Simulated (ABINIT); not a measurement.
## BN (F-43m): least direct gap against volume

The cell of BN (F-43m) is scaled evenly and the response computed anew at each volume, on one mesh.

The structure is cubic, space group F-43m (No. 216). Conventional cell: a = 3.615 Å, b = 3.615 Å, c = 3.615 Å, α = 90.00°, β = 90.00°, γ = 90.00°. Around N on site c lie 4 B at 1.57 Å. B on site a is surrounded by 4 N at 1.57 Å.

Method: ABINIT 10.8.3, LDA, independent particles, k-mesh 16×16×16, Lorentzian half width 0.04 eV.

Launch of the response step: `optic optic.abi`. The series took 3.7 min in all, its band step included, on 4 threads of AMD EPYC (Zen 3) (shared host).

```
V/V₀  V (Å³, primitive cell)  least direct gap (eV)
0.94                   11.10                      ?
0.97                   11.46                  8.893
1.00                   11.81                  8.746
1.03                   12.16                  8.604
1.06                   12.52                  8.466
```

For small changes the quantity should be close to linear in ln V.

Working, on the rows shown:

| x = ln(V/V₀) | y = least direct gap |
| --- | --- |
| -0.0304592 | 8.893 |
| 0 | 8.746 |
| 0.0295588 | 8.604 |
| 0.0582689 | 8.466 |

Means: x̄ = 0.014342, ȳ = 8.6773. Σ(x − x̄)(y − ȳ) = -0.02105, Σ(x − x̄)² = 0.004374. Slope = -0.02105 / 0.004374 = -4.812; intercept = ȳ − slope · x̄ = 8.7463. The line misses the rows shown by at most 0.00026 eV.

Predict the last column of the withheld row from the fit.

At x = -0.061875 the line gives y = 9.044 eV. The run gave 9.046 eV, so the extrapolation is off by 0.002 eV, 0.3 % of the range in the table.

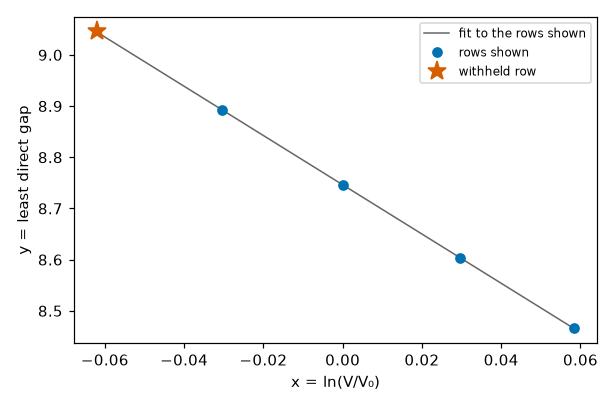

Between the rows on either side of x = 0 the slope is (8.604 − 8.893) / (0.029559 − (-0.030459)) = -4.815. That is a volume deformation potential of -4.8 eV: the least direct gap on this mesh widens by 48 meV for each per cent of compression. LDA gaps are as a rule too small.

[Logs are printed without paths, hosts, clocks, repeated set-up lines and the standing remarks that a program may print on its own settings, such as how far it seeks lower states.]
